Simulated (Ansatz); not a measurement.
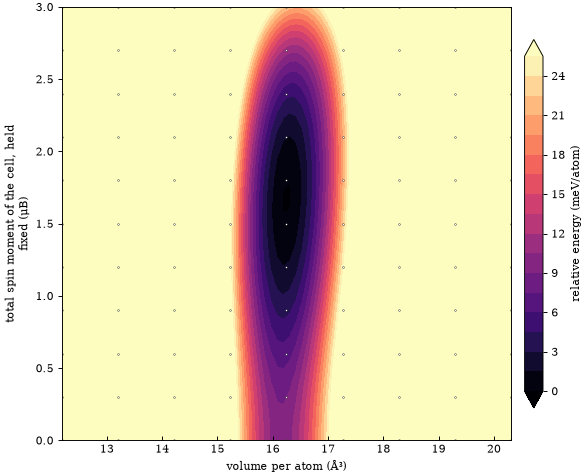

Ti3Al (Fm-3m, No. 225; 4 atoms in the cell). The energy is mapped over volume and a fixed ferromagnetic moment. First axis: volume per atom. Second axis: total spin moment of the cell, held fixed. Nothing is relaxed (shape and fractional coordinates fixed). Grid: 9 × 11 points. Points are written as (first, second). Energies: meV/atom, counted from the lowest grid point. The moment is held fixed and parallel; antiferromagnetic orders weren't tried. The electronic state followed may not be the lowest one. Method: DFT PBEsol, scalar-relativistic, plane waves, PAW in Ansatz. Settings: cutoff 520 eV, k-mesh 12×12×12, gaussian smearing 0.15 eV.

The picture shows filled contours, dots at the grid points, one colour for all values above the top of the scale. Between grid points the surface is interpolated.

**Estimate the position of the minimum and the force constants in these coordinates.**

The interpolated minimum is at volume per atom ≈ 16.25 Å³, the second coordinate ≈ 1.67 μB. The curvatures there are about 0.18 eV/(Å³)² and 0.066 eV/(μB)², with a cross term of about −0.019 eV/(Å³·μB) (per cell of 4 atoms). Round the minimum the valley is somewhat tilted: raising volume per atom shifts the best value of the second coordinate upwards (coupling k₁₂/√(k₁₁k₂₂) about −0.2).

PAW datasets: the set soft_1.
